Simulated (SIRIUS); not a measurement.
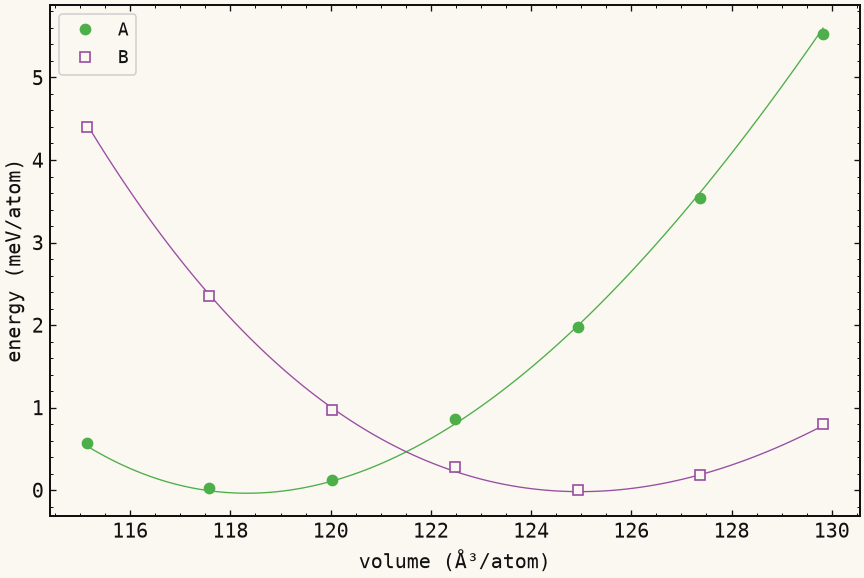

The figure compares two calculations of the energy against volume, each curve from its own zero. The first is for Cs, space group Im-3m (No. 229).

The cell holds 1 atom.

Computed with SIRIUS 7.12.0: all-electron LAPW DFT, no spin polarisation; energies at scaled volumes of the given cell, shape and fractions fixed, counted from the fit's minimum, third-order Birch-Murnaghan fit. Level: AM05.

| setting | value |
| --- | --- |
| k mesh | 6×6×6 |
| occupations | Fermi–Dirac |
| smearing width | 0.05 eV |
| potentials | all electron FP LAPW |
| program settings | basis apw+lo standard, gk cutoff 3.54 1/bohr, pw cutoff 20 1/bohr |

In the second, the level changes from AM05 to BLYP.

Q: Which of A and B is the second calculation, and what did the change do?

A: B. The equilibrium volume rises from 118.33 to 124.98 Å³/atom (+5.6 %) and the bulk modulus falls from 2.00 to 1.50 GPa (−25 %).

V0 and the bulk modulus come from third-order Birch–Murnaghan fits.
